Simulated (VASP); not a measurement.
# Energy of Ge along an even scaling of the cell

System: Ge (12 atoms in the cell).
Method: Kohn-Sham DFT of a periodic cell, PBEsol, VASP PAW PBE potentials, recommended, no spin polarisation (VASP 6.6.1).

The 7 runs differ only in the geometry, by an even scaling of the cell at fixed fractional positions. The structure derives from an entry of the Crystallography Open Database.

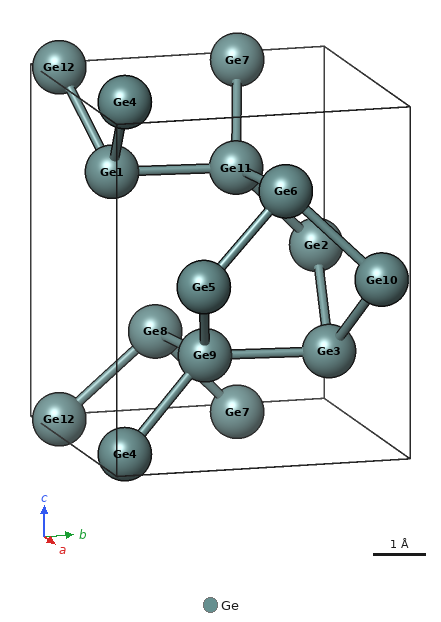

Figure 1. The structure of run 4 (ball-and-stick view of the cell of the calculation, seen slightly off an axis; atoms are numbered from 1 in the order of the input). An atom can appear more than once, as a periodic image.

### INCAR of run 4
```
PREC     = Accurate       # precision mode
ENCUT    = 520            # plane-wave cutoff, eV
EDIFF    = 1E-7           # SCF threshold, eV
ISMEAR   = -1             # smearing method
SIGMA    = 0.05           # smearing width, eV
LREAL    = F              # projectors in reciprocal space
LASPH    = T              # aspherical terms in the spheres
NELM     = 60             # most SCF steps
ALGO     = Normal         # electronic algorithm
ISIF     = 2              # what is computed and relaxed
LWAVE    = F              # write WAVECAR
LCHARG   = F              # write CHGCAR
GGA      = PS             # functional
NBANDS   = 96             # bands
KPAR     = 4
```

### KPOINTS of run 4
```
regular mesh
0
Gamma
  5 5 4
```

### POSCAR of run 4
```
Ge
1.0
    5.9300000000      0.0000000000      0.0000000000
    0.0000000000      5.9300000000      0.0000000000
    0.0000000000      0.0000000000      6.9800000000
Ge
12
Direct
    0.3750000000      0.1667000000      0.7500000000
    0.3333000000      0.8750000000      0.5000000000
    0.6250000000      0.8333000000      0.2500000000
    0.6667000000      0.1250000000      0.0000000000
    0.8750000000      0.3333000000      0.5000000000
    0.8333000000      0.6250000000      0.7500000000
    0.1250000000      0.6667000000      0.0000000000
    0.1667000000      0.3750000000      0.2500000000
    0.5750000000      0.4250000000      0.2500000000
    0.9250000000      0.9250000000      0.5000000000
    0.4250000000      0.5750000000      0.7500000000
    0.0750000000      0.0750000000      0.0000000000
```

Command:
```bash
cat potpaw_PBE.64/Ge_d/POTCAR > POTCAR
mpirun -np 4 vasp_std > vasp.out
```

Run 5 differs from it as follows:
```diff
-    5.9300000000      0.0000000000      0.0000000000
-    0.0000000000      5.9300000000      0.0000000000
-    0.0000000000      0.0000000000      6.9800000000
+    5.9692726677      0.0000000000      0.0000000000
+    0.0000000000      5.9692726677      0.0000000000
+    0.0000000000      0.0000000000      7.0262265127
```

### Results, with one run withheld

| run | volume per atom (Å³) | free energy per atom, from the lowest run given (meV) | pressure (GPa) | gap on the mesh (eV) |
| --- | --- | --- | --- | --- |
| 1 | 19.227 | 23.70 | 5.91 | 0.84 |
| 2 | 19.636 | 11.09 | 3.88 | 0.79 |
| 3 | 20.045 | 3.37 | 2.08 | 0.74 |
| 4 | 20.454 | 0.00 | 0.48 | 0.67 |
| 5 | 20.863 | ? | ? | ? |
| 6 | 21.272 | 4.46 | −2.23 | 0.53 |
| 7 | 21.682 | 11.48 | −3.36 | 0.47 |

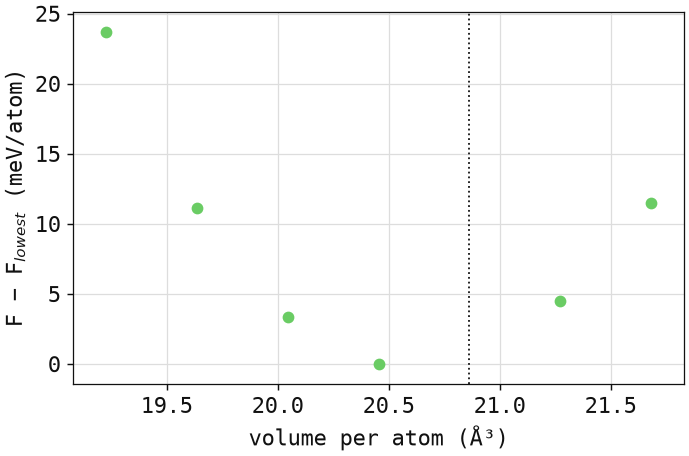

Figure 2. Free energy per atom of the runs given; the dotted line marks run 5.

What should run 5 give?

A cubic polynomial in V^(−2/3) (the Birch–Murnaghan form), fitted to the 6 runs given, misses them by under 0.01 meV per atom. With x = V^(−2/3) − 0.13414 Å⁻², it reads F = 0.44905 + 1283.9 x + 6.039e+05 x² + 2.0489e+06 x³ (meV per atom). At run 5 it gives 0.51 meV per atom, and the run itself gives 0.51. The slope of the fit gives a pressure −dF/dV of −0.90 GPa there, and the run prints −0.95 GPa. The two needn't agree exactly: the fit is approximate, and the printed stress is taken on a finite basis. The fit has its minimum at 20.600 Å³ per atom, where V d²F/dV² gives 73.1 GPa. Cell shape and fractional positions are held, so this is the stiffness under even scaling; the relaxed bulk modulus wasn't computed. The gap on the mesh goes, without turning, from 0.84 eV in run 1 to 0.47 eV in run 7; run 5 has 0.60 eV. These are gaps of this functional on this mesh, which can miss the band edges; they aren't the measured gap.

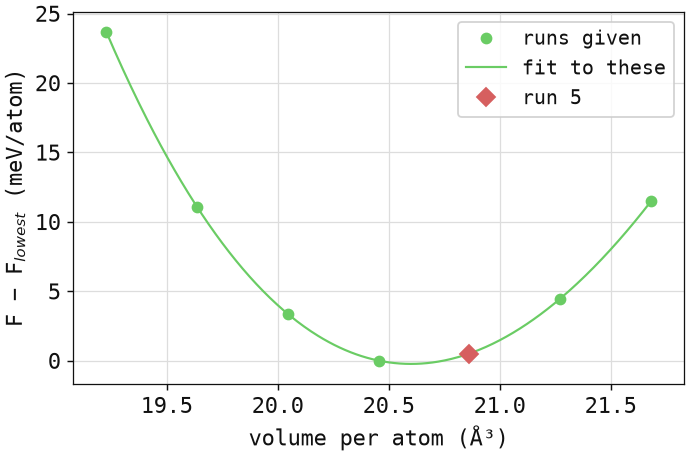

Figure 3. The fit and the withheld run.

### OSZICAR and lines of OUTCAR (run 5)
```
N       E                     dE             d eps       ncg     rms          rms(c)
DAV:   1     0.244310931764E+04    0.24431E+04   -0.71692E+04  4032   0.497E+03
DAV:   2     0.473603210020E+03   -0.19695E+04   -0.19219E+04  3456   0.129E+03
DAV:   3     0.944873382384E+01   -0.46415E+03   -0.45168E+03  3472   0.309E+02
DAV:   4    -0.548776074284E+02   -0.64326E+02   -0.61648E+02  3920   0.111E+02
DAV:   5    -0.582396821056E+02   -0.33621E+01   -0.33310E+01  3856   0.278E+01    0.738E+00
DAV:   6    -0.578578000212E+02    0.38188E+00   -0.10758E+00  3912   0.547E+00    0.394E+00
DAV:   7    -0.576689256295E+02    0.18887E+00   -0.38627E-01  3808   0.500E+00    0.512E-01
DAV:   8    -0.576733536129E+02   -0.44280E-02   -0.10190E-01  3904   0.590E+00    0.260E-01
DAV:   9    -0.576739746623E+02   -0.62105E-03   -0.17035E-02  4648   0.263E+00    0.155E-01
DAV:  10    -0.576745383402E+02   -0.56368E-03   -0.66339E-03  3832   0.101E+00    0.616E-02
DAV:  11    -0.576745656558E+02   -0.27316E-04   -0.11941E-03  3784   0.975E-01    0.209E-02
DAV:  12    -0.576746002882E+02   -0.34632E-04   -0.36357E-04  4448   0.128E-01    0.940E-03
DAV:  13    -0.576746010845E+02   -0.79634E-06   -0.14087E-05  4408   0.245E-02    0.319E-03
DAV:  14    -0.576746009253E+02    0.15919E-06   -0.13575E-06  3968   0.132E-02    0.656E-04
DAV:  15    -0.576746009849E+02   -0.59550E-07   -0.11253E-06  3384   0.961E-03    0.708E-04
DAV:  16    -0.576746009763E+02    0.86293E-08   -0.12665E-07  2080   0.223E-02
   1 F= -.57674601E+02 E0= -.57674427E+02  d E =-.348355E-03
[... from OUTCAR:]
  free energy    TOTEN  =       -57.67460098 eV
  energy without entropy =      -57.67425262  energy(sigma->0) =      -57.67442680
 E-fermi :   5.2808     XC(G=0): -10.7116     alpha+bet :-11.3019
  free  energy   TOTEN  =       -57.6746009763 eV
  energy  without entropy=      -57.6742526210  energy(sigma->0) =      -57.67442680
```
